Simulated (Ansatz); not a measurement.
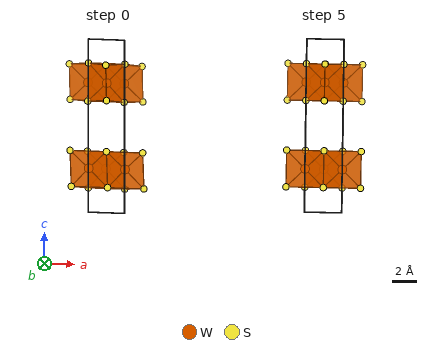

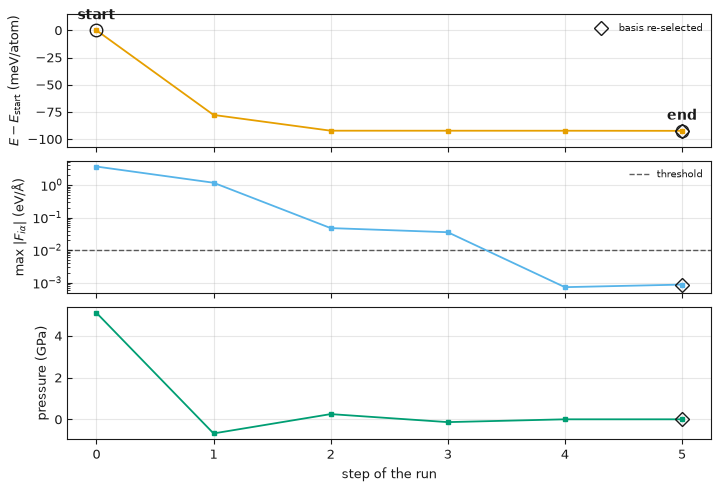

First and last geometry of a relaxation of solid WS2 (set up in P1), with the history of the run. Style: polyhedral. Shown: the cell of the calculation, along the b axis.

Case: all atoms moved at random, sigma 0.05 Å for each component, cell strained at random, sigma 0.01; relaxed back.

Theory: DFT PBE, scalar-relativistic, plane waves, PAW in Ansatz. Settings: plane-wave cutoff 420 eV; k-point mesh 8 × 4 × 2; occupations gaussian; smearing width 0.05 eV; no spin polarisation; cell and atoms relaxed; force threshold 0.01 eV/Å; at most 80 steps.

Question: Read the history and describe the run.

Answer: It converged. The largest moves relative to the cell, 0.11 Å, are those of S atoms. By element the largest moves are S 0.11 Å, W 0.09 Å. Cell: a 3.107 → 3.187 Å (+2.6 %), b 5.541 → 5.522 Å (−0.4 %), c 14.794 → 14.813 Å (+0.1 %), β 92.0° → 90.3°, γ 90.6° → 90.0°. Volume +2.4 %. Some distances before and after: S–W 2.250 → 2.420 Å, S–W 2.280 → 2.420 Å, S–W 2.541 → 2.420 Å, S–W 2.316 → 2.420 Å. Bond angles that change, for instance: S–W–S 126.4° → 135.3°, S–W–S 129.0° → 135.3°, S–W–S 88.2° → 82.4°. Within 0.06 Å the space group is P1 at the start and C2/m at the end; at a tighter tolerance small leftover displacements or strains of the cell lower it. After 4 accepted moves (5 points after the start) the energy has fallen by 92.3 meV per atom. Largest force component: 3.7 eV/Å at the start, 0.00088 eV/Å at the end. The pressure goes from 5.10 to 0.00 GPa. At 1 point the geometry stayed and the basis and grid were re-selected for the new cell (energy shift of 0.1 meV per atom at most each time). Cost: 4 min on 2 threads of Arm Neoverse V1 (shared host), peak memory 0.76 GiB.

Limits of the set-up: layers or molecules are held without a dispersion correction, so their spacing is unreliable.
